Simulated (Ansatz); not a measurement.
**From TaN to TaAs**

System: TaN (Fm-3m, 2 atoms in the cell).
Method of the first run: DFT r2SCAN, scalar-relativistic, plane waves, PAW, no spin polarisation (Ansatz 0.2.0).
System of the second run: TaAs (2 atoms in the cell).

On the first run: The structure derives from an entry of the Crystallography Open Database. On the second run: The structure was made by swapping elements on the sites of another compound; it need not be a known phase. It belongs to a series of runs on one base structure; here: N -> As on all its sites, cell and atoms relaxed. Text and figures count atoms from 1; the logs count them from 0 in places.

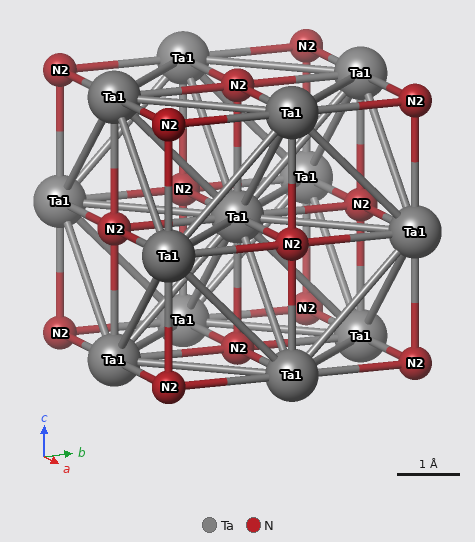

The starting structure (ball-and-stick view of the cell 4 times as large as that of the calculation, set on its symmetry axes, seen slightly off an axis; atoms are numbered from 1 in the order of the input). An atom can appear more than once, as a periodic image. Near neighbours in the periodic cell (some may lie outside the picture): Ta has 6 N at 2.18 Å and 12 Ta at 3.08 Å; N has 6 Ta at 2.18 Å.

**Input, the first run**
```yaml
crystal:
  lattice:
    - [0.0, 2.179, 2.179]
    - [2.179, 0.0, 2.179]
    - [2.179, 2.179, 0.0]
  atoms:
    - { symbol: Ta, position: [0.5, 0.5, 0.5] }
    - { symbol: "N", position: [0.0, 0.0, 0.0] }
basis:
  ecutwfc: 500
kpoints:
  mp_grid: { grid: [8, 8, 8] }
hamiltonian:
  xc: r2scan
scf:
  occupations: { method: gaussian, width: 0.1 }
output:
  forces: true
  stress: true
  eigenvalues: true
relax:
  adjacent_minimum: "off"
  f_tol: 0.05
  max_steps: 80
  cell: { stress_tol: 0.5 }
```

Launched with:
```bash
ansatz run input.yaml --threads 2 --pin off --max-ram 5120MiB --backend cpu --events-out ev --progress --plain --runs-dir out
```

Hardware: 2 threads of Intel Xeon @ 2.50GHz (Skylake/Cascade Lake), 189 GiB of memory available, shared host.

**Output, shortened to warnings, some set-up lines, iterations and results (the first run)**
```
Basis set: ecut = 500 eV, 531 PW (Γ), exchange–correlation on 96×96×96 points (64 copies of the dense FFT grid, shifted against one another)
Symmetry: 48 space group operations
k-points: 29 of 512
Initial density: superposition of atomic densities (neutral atoms: chi_scale 0, normalization atom), corrected by the library's trained network
[...]
SCF iter   1: F=—  HF=-10330.936314 eV  |F-HF|=—  |Δ(HF+E_count)|=         —  Δρ=7.54e-3  dr2=3.89e-3  dr2_τ=1.46e-1  ethr=1.77e-3  ⟨swp⟩=5.9  Hψ=4738  notcnv=0  defer=9
SCF iter   2: F=—  HF=-10331.013900 eV  |F-HF|=—  |Δ(HF+E_count)|=   7.76e-2  Δρ=5.57e-3  dr2=3.77e-3  dr2_τ=2.42e-4  ethr=2.16e-5  ⟨swp⟩=2.0  Hψ=1152  notcnv=0  defer=66
SCF iter   3: F=—  HF=-10331.014923 eV  |F-HF|=—  |Δ(HF+E_count)|=   1.02e-3  Δρ=3.37e-3  dr2=1.55e-3  dr2_τ=2.55e-4  ethr=2.09e-5  ⟨swp⟩=2.0  Hψ=567  notcnv=0  defer=66
SCF iter   4: F=—  HF=-10331.014844 eV  |F-HF|=—  |Δ(HF+E_count)|=   7.85e-5  Δρ=1.89e-3  dr2=8.09e-4  dr2_τ=4.88e-5  ethr=8.60e-6  ⟨swp⟩=2.0  Hψ=585  notcnv=0  defer=66
SCF iter   5: F=—  HF=-10331.014705 eV  |F-HF|=—  |Δ(HF+E_count)|=   1.40e-4  Δρ=1.73e-4  dr2=6.77e-6  dr2_τ=4.80e-7  ethr=4.50e-6  ⟨swp⟩=2.2  Hψ=537  notcnv=0  defer=66
[... 22 lines ...]
SCF iter   2: F=—  HF=-10331.031844 eV  |F-HF|=—  |Δ(HF+E_count)|=   3.27e-7  Δρ=4.17e-5  dr2=6.44e-8  dr2_τ=5.95e-8  ethr=1.07e-9  ⟨swp⟩=2.0  Hψ=635  notcnv=0
SCF iter   3: F=—  HF=-10331.031845 eV  |F-HF|=—  |Δ(HF+E_count)|=   9.65e-8  Δρ=2.01e-5  dr2=2.27e-8  dr2_τ=1.35e-8  ethr=3.58e-10  ⟨swp⟩=2.4  Hψ=639  notcnv=0
SCF iter   4: F=-10331.031845 eV  HF=-10331.031845 eV  |F-HF|=2.64e-10  |Δ(HF+E_count)|=   2.53e-8  Δρ=1.78e-6  dr2=1.91e-10  dr2_τ=6.21e-11  ethr=1.11e-11  ⟨swp⟩=3.5  …
SCF 4 converged in 4 iterations: F = -10331.031845 eV  dr2 = 1.91e-10
relax step   4: F+E_penalty+E_count = -10331.03184457 eV  Δ(F+E_penalty+E_count) = -3.274e-4 eV  max|allowed force component| = 1.195e-29 eV/Å  Δτ_max = 0.0000 Å  P = -0.158 …
basis re-selected at this cell: Δ(F+E_penalty+E_count) = -3.274e-4 eV, ΔP = +0.000 GPa vs the last step (what re-selecting the basis moved, of the pressure what is left beyond the Pulay correction that the steps carried, after the strain that the cell walked since its last selection, with what the …
SCF converged after 4 iterations
Free energy (F): -10331.031845 eV
Harris-Foulkes:  -10331.031845 eV  (|F-HF|=2.64e-10)
Internal energy: -10331.029189 eV  (E = F + TS)
E sigma→0 (E₀):  -10331.030517 eV
Entropy (-TS):   -0.002656 eV (-1.328 meV/atom)
Fermi energy:    21.830199 eV
--- Per-component energies (eV) ---
  E_band       = -59.835378
  E_kinetic    = 503.172586
  E_local      = -584.529357  (includes V_loc(G=0)·N_el)
  E_nonlocal   = 59.695128
  E_hartree    = 197.641611
  E_xc         = -265.822244
  E_vxc        = -308.727384  (∫ρ·V_xc dr)
  E_paw        = -8552.307673  (= ΣΔE_a)
  E_vpaw       = -140.683492  (= ΣTr[D̂ρ^β])
  E_aug_tail   = 0.000083  (compensation charges beyond the density's cutoff)
  E_vtau       = 15.953923  (kinetic-family band-sum trace: ∫τ·v_τ [+ j·A + Jᵃ·Aᵃ] dr)
  E_ewald      = -1688.093478
  E_core_change = -0.785845  (= ΣΔE_core)
  E_smearing   = -0.002656  (= −TS)
  E_closure    = -0.000000  (closes the sum)
  Σ components = -10331.031845   (vs F -10331.031845, Δ=0.00e0)
--- Forces (eV/Å), atoms counted from 1 ---
  atom   1  Ta     0.00000000     0.00000000    -0.00000000
  atom   2  N     -0.00000000     0.00000000     0.00000000
  max |Σ_I F_I| component: 2.34e-29 eV/Å
--- Stress (GPa, compression-positive) ---
       -0.158356      -0.000000      -0.000000
       -0.000000      -0.158356       0.000000
       -0.000000       0.000000      -0.158356
  P = ⅓ Tr σ = -0.1584 GPa (-1.584 kbar)
--- Relaxed structure (3 steps of the walk, 3 accepted, 1 SCFs on fresh bases) ---
  F+E_penalty+E_count = -10331.03184457 eV   max|allowed force component| = 1.195e-29 eV/Å   (the final SCF, on the basis selected at the relaxed cell)
  cell:  # Å, volume = 21.2645 Å³
    - [-5.095372032895592e-35, 2.19891334377949, 2.19891334377949]
    - [2.19891334377949, 1.2566262238158716e-33, 2.19891334377949]
    - [2.19891334377949, 2.19891334377949, -1.7216784408026148e-35]
  atoms:
    - { symbol: Ta, position: [0.5, 0.5, 0.5] }
[...]
```

The input of the second run differs as follows (lines with − go, lines with + come):
```diff
-    - [0.0, 2.179, 2.179]
-    - [2.179, 0.0, 2.179]
-    - [2.179, 2.179, 0.0]
+    - [0.0, 2.4838517574, 2.4838517574]
+    - [2.4838517574, 0.0, 2.4838517574]
+    - [2.4838517574, 2.4838517574, 0.0]
-    - { symbol: "N", position: [0.0, 0.0, 0.0] }
+    - { symbol: As, position: [0.0, 0.0, 0.0] }
-  max_steps: 80
+  max_steps: 60
```

How does the second run compare with the first run?

The total energies belong to different systems, so their difference says nothing on which is more stable or more accurate. The pressure goes from −0.16 to 0.04 GPa. The volume per atom goes from 10.63 to 17.98 Å³. The SCF takes 29 iterations over all geometry steps against 24. On the same kind of shared host the second run took about 1.9 times as long.

**Output, shortened to warnings, some set-up lines, iterations and results (the second run)**
```
Basis set: ecut = 500 eV, 749 PW (Γ), exchange–correlation on 108×108×108 points (64 copies of the dense FFT grid, shifted against one another)
Symmetry: 48 space group operations
k-points: 29 of 512
Initial density: superposition of atomic densities (neutral atoms: chi_scale 0, normalization atom), corrected by the library's trained network
[...]
SCF iter   1: F=—  HF=-14808.361480 eV  |F-HF|=—  |Δ(HF+E_count)|=         —  Δρ=6.67e-3  dr2=1.56e-2  dr2_τ=2.88e-2  ethr=1.77e-3  ⟨swp⟩=5.8  Hψ=5749  notcnv=0  defer=10
SCF iter   2: F=—  HF=-14808.431522 eV  |F-HF|=—  |Δ(HF+E_count)|=   7.00e-2  Δρ=4.57e-3  dr2=6.14e-3  dr2_τ=4.03e-4  ethr=5.57e-5  ⟨swp⟩=2.0  Hψ=1413  notcnv=0  defer=66
SCF iter   3: F=—  HF=-14808.432945 eV  |F-HF|=—  |Δ(HF+E_count)|=   1.42e-3  Δρ=2.37e-3  dr2=1.67e-3  dr2_τ=8.97e-5  ethr=2.19e-5  ⟨swp⟩=2.1  Hψ=680  notcnv=0  defer=66
SCF iter   4: F=—  HF=-14808.433855 eV  |F-HF|=—  |Δ(HF+E_count)|=   9.11e-4  Δρ=4.69e-4  dr2=6.06e-5  dr2_τ=5.67e-6  ethr=5.96e-6  ⟨swp⟩=2.0  Hψ=729  notcnv=0  defer=66
SCF iter   5: F=—  HF=-14808.433937 eV  |F-HF|=—  |Δ(HF+E_count)|=   8.17e-5  Δρ=1.61e-4  dr2=8.35e-6  dr2_τ=2.62e-7  ethr=2.16e-7  ⟨swp⟩=2.0  Hψ=730  notcnv=0  defer=66
[... 29 lines ...]
SCF iter   3: F=—  HF=-14808.976826 eV  |F-HF|=—  |Δ(HF+E_count)|=   2.01e-5  Δρ=4.59e-5  dr2=1.21e-7  dr2_τ=1.07e-7  ethr=5.38e-9  ⟨swp⟩=2.1  Hψ=881  notcnv=0
SCF iter   4: F=—  HF=-14808.976827 eV  |F-HF|=—  |Δ(HF+E_count)|=   8.05e-7  Δρ=6.02e-6  dr2=8.00e-9  dr2_τ=9.55e-10  ethr=4.34e-10  ⟨swp⟩=2.0  Hψ=1022  notcnv=0
SCF iter   5: F=-14808.976827 eV  HF=-14808.976827 eV  |F-HF|=9.17e-10  |Δ(HF+E_count)|=   3.11e-8  Δρ=1.42e-6  dr2=7.13e-10  dr2_τ=4.90e-11  ethr=7.14e-12  ⟨swp⟩=4.6  …
SCF 5 converged in 5 iterations: F = -14808.976827 eV  dr2 = 7.13e-10
relax step   5: F+E_penalty+E_count = -14808.97682730 eV  Δ(F+E_penalty+E_count) = -1.918e-3 eV  max|allowed force component| = 4.010e-30 eV/Å  Δτ_max = 0.0000 Å  P = +0.042 …
basis re-selected at this cell: Δ(F+E_penalty+E_count) = -1.918e-3 eV, ΔP = +0.024 GPa vs the last step (what re-selecting the basis moved, of the pressure what is left beyond the Pulay correction that the steps carried, after the strain that the cell walked since its last selection, with what the …
SCF converged after 5 iterations
Free energy (F): -14808.976827 eV
Harris-Foulkes:  -14808.976827 eV  (|F-HF|=9.17e-10)
Internal energy: -14808.969308 eV  (E = F + TS)
E sigma→0 (E₀):  -14808.973068 eV
Entropy (-TS):   -0.007519 eV (-3.760 meV/atom)
Fermi energy:    17.273644 eV
--- Per-component energies (eV) ---
  E_band       = -313.533862
  E_kinetic    = 473.226878
  E_local      = -2077.781337  (includes V_loc(G=0)·N_el)
  E_nonlocal   = -654.619190
  E_hartree    = 1069.945099
  E_xc         = -279.639834
  E_vxc        = -307.699749  (∫ρ·V_xc dr)
  E_paw        = -10271.724464  (= ΣΔE_a)
  E_vpaw       = 97.891617  (= ΣTr[D̂ρ^β])
  E_aug_tail   = 0.000075  (compensation charges beyond the density's cutoff)
  E_vtau       = 15.556967  (kinetic-family band-sum trace: ∫τ·v_τ [+ j·A + Jᵃ·Aᵃ] dr)
  E_ewald      = -3066.162847
  E_core_change = -2.213688  (= ΣΔE_core)
  E_smearing   = -0.007519  (= −TS)
  E_closure    = -0.000000  (closes the sum)
  Σ components = -14808.976827   (vs F -14808.976827, Δ=0.00e0)
--- Forces (eV/Å), atoms counted from 1 ---
  atom   1  Ta     0.00000000     0.00000000    -0.00000000
  atom   2  As     0.00000000    -0.00000000    -0.00000000
  max |Σ_I F_I| component: 7.36e-30 eV/Å
--- Stress (GPa, compression-positive) ---
        0.041979      -0.000000      -0.000000
        0.000000       0.041979       0.000000
       -0.000000       0.000000       0.041979
  P = ⅓ Tr σ = 0.0420 GPa (0.420 kbar)
--- Relaxed structure (4 steps of the walk, 4 accepted, 1 SCFs on fresh bases) ---
  F+E_penalty+E_count = -14808.97682730 eV   max|allowed force component| = 4.010e-30 eV/Å   (the final SCF, on the basis selected at the relaxed cell)
  cell:  # Å, volume = 35.9642 Å³
    - [1.200597035251023e-33, 2.6198724482085143, 2.6198724482085143]
[...]
```

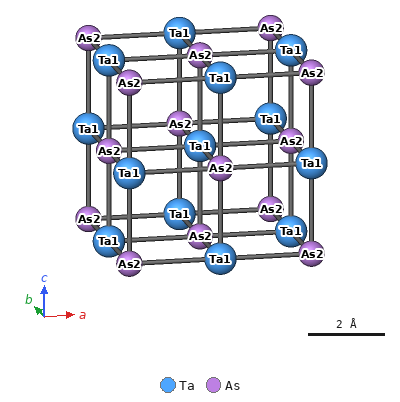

The input structure of the second run (ball-and-stick view of the cell 4 times as large as that of the calculation, set on its symmetry axes, seen slightly off an axis; atoms are numbered from 1 in the order of the input). An atom can appear more than once, as a periodic image.

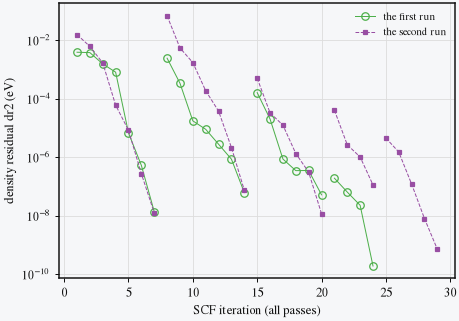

Convergence of the two runs: density residual dr2 against the SCF iteration. A break in a curve parts two SCF passes. The first run takes 24 iterations in all, and the second run takes 29.

**The two runs side by side**

| quantity | the first run | the second run |
| --- | --- | --- |
| outcome | converged | converged |
| free energy per atom (eV) | −5165.5159 | −7404.4884 |
| energy per atom, smearing taken to zero (eV) | −5165.5153 | −7404.4865 |
| gap on the mesh (eV) | 0.00 | 0.00 |
| pressure (GPa) | −0.16 | 0.04 |
| volume per atom (Å³) | 10.63 | 17.98 |
| largest force (eV/Å) | 0.000 | 0.000 |
| SCF iterations | 24 | 29 |
| irreducible k-points | 29 | 29 |
| wall time (shared host) | 9.6 s | 18 s |

For both runs: Spin–orbit coupling is left out, which matters for Ta.
